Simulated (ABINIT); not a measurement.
**SiC (Moissanite): G0W0 with ABINIT, start to end**

How does a plane-wave GW calculation on SiC (Moissanite) run from the first input to the gap?

Calculated with ABINIT 10.8.3; PBE and many-body steps on it, plane waves.

**The experiments to reproduce.**

- Gap 3.33 eV: band gap at cryogenic temperature; bulk crystal (literature value) (quoted in “Silicon carbide diodes for neutron detection”, 2020, arxiv:2009.14696).

Report form: the programs' logs are mostly left out.

### 1. Starting point

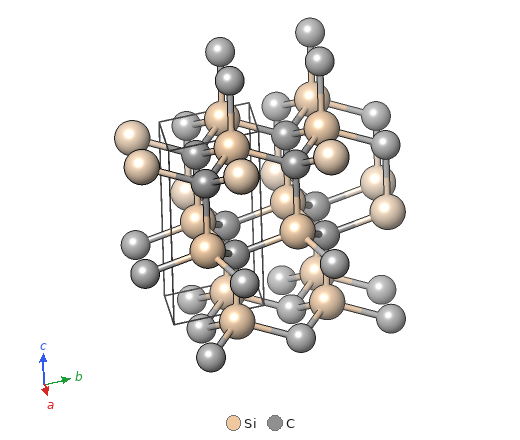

The cell as given, slightly off an axis (silicon light orange, carbon grey). 2×2×1 cells are drawn. Some periodic images of atoms are drawn too.

The cell and positions come from the Crystallography Open Database and are kept as given unless a step says otherwise.

### 2. Ground state

This step: ABINIT 10.8.3; DFT, PBE, plane waves, norm-conserving pseudopotentials.

The ground-state density comes first.

run.abi

```
acell 3*1.0 Angstrom
rprim 
  3.075999999976 0.000000000005 0.000000000000
  -1.537999999993 2.663894142018 0.000000000000
  0.000000000000 0.000000000000 5.048000000000
ntypat 2
znucl 14 6
natom 4
typat 1 1 2 2
xred 
  0.333333333333 0.666666666667 0.000000000000
  0.666666666667 0.333333333333 0.500000000000
  0.333333333333 0.666666666667 0.385000000000
  0.666666666667 0.333333333333 0.885000000000
pp_dirpath "pseudos"
pseudos "Si.upf, C.upf"
ecut 37
ngkpt 6 6 4
nshiftk 1
shiftk 0 0 0
kptopt 1
chksymbreak 0
nband 14
occopt 1
tolvrs 1e-10
nstep 60
prtwf 0
optforces 0
optstress 0
indata_prefix "in"
outdata_prefix "out"
tmpdata_prefix "tmp"
```

Launch:

```sh
OMP_NUM_THREADS=1 mpirun -n 8 abinit run.abi > log
```

The job ended after 4 s (8 MPI ranks of Intel Xeon 6975P-C (Granite Rapids), shared host; peak memory 0.64 GiB).

Numbers from this step:

| Item | Value |
| --- | --- |
| total energy | -558.8537 eV |
| gap | 2.329 eV |
| k of the valence top | 0, 0, 0 |
| k of the conduction bottom | 0.3333, 0.3333, 0 |
| least direct gap | 4.083 eV |

The gap is indirect, with the least direct gap 1.75 eV higher.

### 3. Bands along the symmetry lines

The cheap functional maps the bands first; the places of the edges decide which points the dearer methods must see.

run.abi

```
acell 3*1.0 Angstrom
rprim 
  3.075999999976 0.000000000005 0.000000000000
  -1.537999999993 2.663894142018 0.000000000000
  0.000000000000 0.000000000000 5.048000000000
ntypat 2
znucl 14 6
natom 4
typat 1 1 2 2
xred 
  0.333333333333 0.666666666667 0.000000000000
  0.666666666667 0.333333333333 0.500000000000
  0.333333333333 0.666666666667 0.385000000000
  0.666666666667 0.333333333333 0.885000000000
pp_dirpath "pseudos"
pseudos "Si.upf, C.upf"
ecut 37
iscf -2
irdden 1
kptopt 0
nkpt 75
kpt 
  0.00000000 0.00000000 0.00000000
  0.06250000 0.00000000 0.00000000
  0.12500000 0.00000000 0.00000000
  0.18750000 0.00000000 0.00000000
  0.25000000 0.00000000 0.00000000
  0.31250000 0.00000000 0.00000000
  0.37500000 0.00000000 0.00000000
  0.43750000 0.00000000 0.00000000
  0.50000000 0.00000000 0.00000000
  0.47916667 0.04166667 0.00000000
  0.45833333 0.08333333 0.00000000
  0.43750000 0.12500000 0.00000000
  0.41666666 0.16666666 0.00000000
  0.39583333 0.20833333 0.00000000
  0.37500000 0.25000000 0.00000000
  0.35416666 0.29166666 0.00000000
  0.33333333 0.33333333 0.00000000
  0.29166666 0.29166666 0.00000000
  0.25000000 0.25000000 0.00000000
  0.20833333 0.20833333 0.00000000
  0.16666666 0.16666666 0.00000000
  0.12500000 0.12500000 0.00000000
  0.08333333 0.08333333 0.00000000
  0.04166667 0.04166667 0.00000000
  0.00000000 0.00000000 0.00000000
  0.00000000 0.00000000 0.06250000
  0.00000000 0.00000000 0.12500000
  0.00000000 0.00000000 0.18750000
  0.00000000 0.00000000 0.25000000
  0.00000000 0.00000000 0.31250000
  0.00000000 0.00000000 0.37500000
  0.00000000 0.00000000 0.43750000
  0.00000000 0.00000000 0.50000000
  0.06250000 0.00000000 0.50000000
  0.12500000 0.00000000 0.50000000
  0.18750000 0.00000000 0.50000000
  0.25000000 0.00000000 0.50000000
  0.31250000 0.00000000 0.50000000
  0.37500000 0.00000000 0.50000000
  0.43750000 0.00000000 0.50000000
  0.50000000 0.00000000 0.50000000
  0.47916667 0.04166667 0.50000000
  0.45833333 0.08333333 0.50000000
  0.43750000 0.12500000 0.50000000
  0.41666666 0.16666666 0.50000000
  0.39583333 0.20833333 0.50000000
  0.37500000 0.25000000 0.50000000
  0.35416666 0.29166666 0.50000000
  0.33333333 0.33333333 0.50000000
  0.29166666 0.29166666 0.50000000
  0.25000000 0.25000000 0.50000000
  0.20833333 0.20833333 0.50000000
  0.16666666 0.16666666 0.50000000
  0.12500000 0.12500000 0.50000000
  0.08333333 0.08333333 0.50000000
  0.04166667 0.04166667 0.50000000
  0.00000000 0.00000000 0.50000000
  0.50000000 0.00000000 0.50000000
  0.50000000 0.00000000 0.43750000
  0.50000000 0.00000000 0.37500000
  0.50000000 0.00000000 0.31250000
  0.50000000 0.00000000 0.25000000
  0.50000000 0.00000000 0.18750000
  0.50000000 0.00000000 0.12500000
  0.50000000 0.00000000 0.06250000
  0.50000000 -0.00000000 0.00000000
  0.33333333 0.33333333 0.50000000
  0.33333333 0.33333333 0.43750000
  0.33333333 0.33333333 0.37500000
  0.33333333 0.33333333 0.31250000
  0.33333333 0.33333333 0.25000000
  0.33333333 0.33333333 0.18750000
  0.33333333 0.33333333 0.12500000
  0.33333333 0.33333333 0.06250000
  0.33333333 0.33333333 0.00000000
istwfk *1
nband 15
nbdbuf 2
tolwfr 1e-08
nstep 40
prtwf 0
prtvol 0
indata_prefix "in"
outdata_prefix "out"
tmpdata_prefix "tmp"
```

It took 5.6 s on 8 MPI ranks; peak memory 0.63 GiB.

This step gave:

```
gap                        : 2.329 eV
k of the valence top       : 0, 0, 0
k of the conduction bottom : 0.3333, 0.3333, 0
least direct gap           : 4.083 eV
```

The gap is 2.329 eV, as in the run before at this level.

Electronic bands along the path, in eV, zero at the top of the highest filled band; v1 is the highest filled band, c1 the lowest empty one:

| point | v4 | v3 | v2 | v1 | c1 | c2 | c3 | c4 |
| --- | --- | --- | --- | --- | --- | --- | --- | --- |
| Γ | -1.56 | -0.28 | -0.28 | 0.00 | 4.62 | 6.02 | 6.51 | 6.51 |
| M | -5.44 | -3.55 | -3.26 | -1.49 | 2.60 | 4.20 | 6.75 | 7.21 |
| K | -6.51 | -4.12 | -4.04 | -4.04 | 2.33 | 7.98 | 8.65 | 8.65 |
| Γ | -1.56 | -0.28 | -0.28 | 0.00 | 4.62 | 6.02 | 6.51 | 6.51 |
| A | -0.97 | -0.97 | -0.97 | -0.97 | 5.71 | 5.71 | 7.17 | 7.17 |
| L | -2.69 | -2.69 | -2.34 | -2.34 | 3.17 | 3.17 | 5.00 | 5.00 |
| H | -5.86 | -5.86 | -1.75 | -1.75 | 4.82 | 4.82 | 5.97 | 5.97 |
| A | -0.97 | -0.97 | -0.97 | -0.97 | 5.71 | 5.71 | 7.17 | 7.17 |
| jump to L | -2.69 | -2.69 | -2.34 | -2.34 | 3.17 | 3.17 | 5.00 | 5.00 |
| M | -5.44 | -3.55 | -3.26 | -1.49 | 2.60 | 4.20 | 6.75 | 7.21 |
| jump to H | -5.86 | -5.86 | -1.75 | -1.75 | 4.82 | 4.82 | 5.97 | 5.97 |
| K | -6.51 | -4.12 | -4.04 | -4.04 | 2.33 | 7.98 | 8.65 | 8.65 |

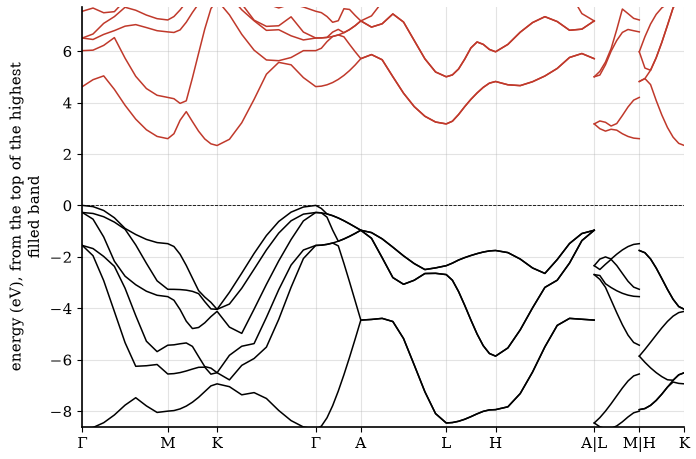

Electronic bands along the path; lines of filled and empty bands in two colours.

### 4. Empty states on the mesh, 6×6×4 mesh, 167 bands

The sums over transitions need many empty states on a uniform mesh; this step solves for them.

run.abi

```
acell 3*1.0 Angstrom
rprim 
  3.075999999976 0.000000000005 0.000000000000
  -1.537999999993 2.663894142018 0.000000000000
  0.000000000000 0.000000000000 5.048000000000
ntypat 2
znucl 14 6
natom 4
typat 1 1 2 2
xred 
  0.333333333333 0.666666666667 0.000000000000
  0.666666666667 0.333333333333 0.500000000000
  0.333333333333 0.666666666667 0.385000000000
  0.666666666667 0.333333333333 0.885000000000
pp_dirpath "pseudos"
pseudos "Si.upf, C.upf"
ecut 37
ngkpt 6 6 4
nshiftk 1
shiftk 0 0 0
kptopt 1
chksymbreak 0
irdden 1
istwfk *1
nband 167
prtvol 0
optdriver 6
gwr_task "HDIAGO"
paral_kgb 0
occopt 1
indata_prefix "in"
outdata_prefix "out"
tmpdata_prefix "tmp"
```

It took 34 s on 8 MPI ranks; peak memory 4.4 GiB.

Numbers from this step:

| Property | Result |
| --- | --- |
| gap | 2.329 eV |
| k of the valence top | 0, 0, 0 |
| k of the conduction bottom | 0.3333, 0.3333, 0 |
| least direct gap | 4.083 eV |
| k points computed | 21 |
| lowest point of the top converged band, above the valence top | 121.0657 eV |

On this mesh the gap is 2.329 eV.

### 5. Screening, 6×6×4 mesh, 159 bands, screening to 195.9 eV

The RPA dielectric matrix is built and inverted for each q.

This step: RPA screening on PBE, plane waves, norm-conserving pseudopotentials.

run.abi: that of step 4 with these lines changed.

```diff
@@ -22,10 +22,11 @@
 chksymbreak 0
-irdden 1
 istwfk *1
-nband 167
-prtvol 0
-optdriver 6
-gwr_task "HDIAGO"
-paral_kgb 0
 occopt 1
+irdwfk 1
+optdriver 3
+nband 159
+ecuteps 7.2
+inclvkb 2
+awtr 1
+symchi 1
 indata_prefix "in"
```

Elapsed: 63 s, on 8 MPI ranks; peak memory 2.1 GiB; 8.3 min of CPU time.

Numbers from this step:

```yaml
eps_infinity_with_local_fields_on_this_mesh_along_the_program_s_q_direction: 6.843
the_same_without_local_fields: 7.494
plasma_frequency: 23.09 eV
plane_waves_in_the_screening_matrix: 251
```

Local fields lower ε∞ by 9 %.

### 6. Self-energy, 6×6×4 mesh, 159 bands, screening to 195.9 eV

The self-energy is evaluated for the states that the input lists, and the levels follow from it, in one-shot runs by the linearised quasiparticle equation.

This step: G0W0 on PBE, plane waves, norm-conserving pseudopotentials.

run.abi: that of step 5 with these lines changed.

```diff
@@ -25,8 +25,19 @@
 irdwfk 1
-optdriver 3
+optdriver 4
 nband 159
+gwcalctyp 0
+ecutsigx 37
+symsigma 1
+nkptgw 3
+kptgw 
+  0.0000000000 0.0000000000 0.0000000000
+  0.3333333333 0.3333333333 0.0000000000
+  0.5000000000 0.0000000000 0.0000000000
+bdgw 
+  6 10
+  7 10
+  7 10
 ecuteps 7.2
-inclvkb 2
-awtr 1
-symchi 1
+irdscr 1
+ppmodel 1
 indata_prefix "in"
```

The job ended after 18 s (8 MPI ranks; peak memory 2.3 GiB).

This step gave:

| Property | Result |
| --- | --- |
| G0W0 gap on the points computed | 2.993 eV |
| starting gap on the mesh | 2.329 eV |
| k of the valence top | 0, 0, 0 |
| k of the conduction bottom | 0.3333, 0.3333, 0 |
| Z at the valence top | 0.793 |
| Z at the conduction bottom | 0.825 |
| least direct G0W0 gap on the computed points | 4.996 eV |

The gap on the mesh goes from 2.33 eV to 2.99 eV, a correction of +0.66 eV.

Limits: finite bands, cutoff and mesh. v1 is the top filled band, c1 the lowest empty one. Levels before and after the correction, in eV, zero at the valence-band top of each column:

|  | conduction bottom | valence top |
| --- | --- | --- |
| Kohn-Sham | 2.33 | 0.00 |
| G0W0 | 2.99 | 0.00 |

|  | level | energy (eV) |
| --- | --- | --- |
| Kohn-Sham | Γ v3-v2 | -0.275 |
| Kohn-Sham | Γ v1 | 0.000 |
| Kohn-Sham | Γ c1 | 4.620 |
| Kohn-Sham | Γ c2 | 6.019 |
| Kohn-Sham | (0.333 0.333 0) v2-v1 | -4.042 |
| Kohn-Sham | (0.333 0.333 0) c1 | 2.329 |
| Kohn-Sham | (0.333 0.333 0) c2 | 7.984 |
| G0W0 | Γ v3-v2 | -0.303 |
| G0W0 | Γ v1 | 0.000 |
| G0W0 | Γ c1 | 5.477 |
| G0W0 | Γ c2 | 6.846 |
| G0W0 | (0.333 0.333 0) v2-v1 | -4.413 |
| G0W0 | (0.333 0.333 0) c1 | 2.993 |
| G0W0 | (0.333 0.333 0) c2 | 9.047 |

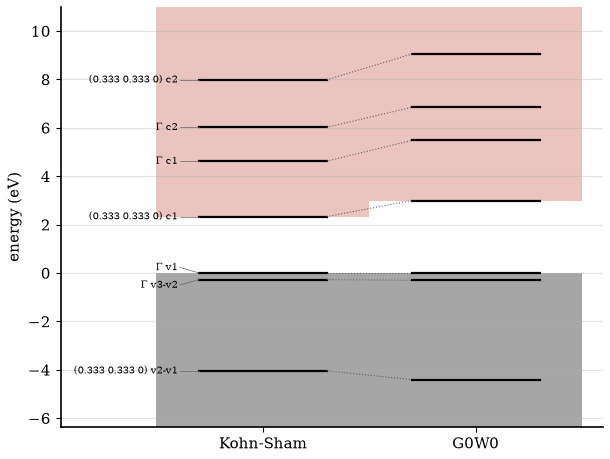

Levels before and after the correction. Shaded: valence and conduction bands.

### 7. Where the time went

Times are wall times on 8 MPI ranks of Intel Xeon 6975P-C (Granite Rapids), shared host, good to a factor of about two.

| step | time | share | memory (GiB) |
| --- | --- | --- | --- |
| ground state | 4 s | 3 % | 0.64 |
| bands along the symmetry lines | 5.6 s | 5 % | 0.63 |
| empty states on the mesh | 34 s | 28 % | 4.4 |
| screening | 63 s | 50 % | 2.1 |
| self-energy | 18 s | 14 % | 2.3 |

### 8. Results

```
PBE gap              : 2.33 eV, indirect
G0W0 gap on the mesh : 2.99 eV
GW settings          : 6×6×4 mesh, 159 bands, screening to 195.9 eV, Godby-Needs plasmon pole
known limits         : not at the basis limit
```

**Reading.** G0W0 moves the gap on the mesh from 2.33 eV to 2.99 eV (+0.66 eV), with Z of 0.79 and 0.82 at the edges. Local fields lower the RPA ε∞ on this mesh from 7.49 to 6.84. Only 3 of the mesh's irreducible points were corrected, so a valley elsewhere could overtake. The dearest step here is «screening». Against experiment, by G0W0@PBE: the gap of 2.99 eV lies −0.34 eV from the measured 3.33 eV (kind not stated, quoted 2020). The calculation has static nuclei and no excitons; a measured gap holds zero-point and thermal motion, which mostly lowers it. Bands and cutoff are finite, so the gap is not at the basis limit. The miss can reach some tenths of an eV and take either sign; the mesh is an error of its own. In the G0W0 run levels were corrected at 3 k points alone, so a gap called «on the mesh» is the least over those, and an edge elsewhere would be missed.

[Paths, hosts, dates, memory and timing lines, banners, echoed tables and standing remarks are left out of the program output.]

[Logs are printed without paths, hosts, clocks, repeated set-up lines and the standing remarks that a program may print on its own settings, such as how far it seeks lower states.]

[Runs of the session that timed out or met a known fault of the program may be left out.]

[Hosts, paths, dates, database ids (printed as entryN), source tags and the programs' standing remarks are cut or masked in the printed files.]

[G0W0 gaps are taken among the corrected bands and points alone; a level outside them can change the order at an edge.]

[Where Ansatz stands beside ABINIT at settings called matched, ABINIT's density can come from a denser mesh and the files from another edition; pairs whose starting gaps differed by over 0.03 eV were left out, so agreement reads better than it is.]
